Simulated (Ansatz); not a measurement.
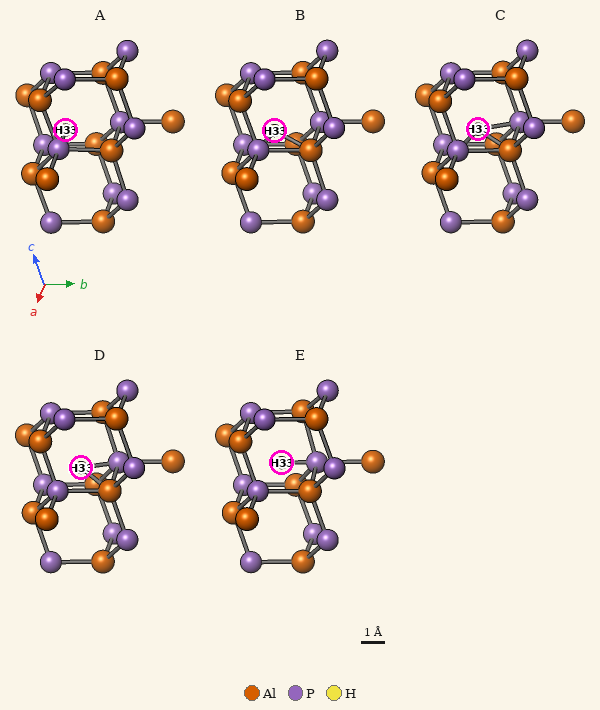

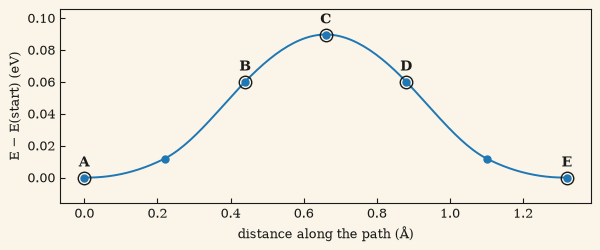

A nudged-elastic-band calculation for a defect cell of composition Al16P16H (33 atoms in the cell). Images are numbered from 0 (start) to 6 (end). Frames A to E are images 0, 2, 3, 4, 6. A ball-and-stick model of the atoms within 4.7 Å of the middle of the path, seen from a free direction. The moving atom is ringed, with any periodic copies. Bonds to atoms that aren't drawn are left out.

Level of theory: DFT PBEsol, scalar-relativistic, plane waves, PAW in Ansatz. Run with plane-wave cutoff 420 eV; k-point mesh 2 × 2 × 2; Gaussian smearing 0.02 eV; spin collinear; 5 movable images; climbing image.

> Read off the barrier and say what moves.

The H atom travels furthest, 0.99 Å from end to end, along [−1 1 0], on a path that bends up to 0.29 Å away from the straight line. At the highest image its nearest neighbour (P) is 2.06 Å away, against 1.60 Å at the start, and the surrounding atoms stand up to 0.06 Å off the mean of their end positions. Breaking: H–P (1.60 → 2.65 Å). Forming: H–P (2.65 → 1.60 Å). The two ends have the same energy, and the highest point, image 3, lies 0.090 eV above the start. The band converged in 4 iterations. The largest component of the band force went from 0.21 to 0.026 eV/Å. The climbing image converged on the top of the path. Its curvatures weren't checked.
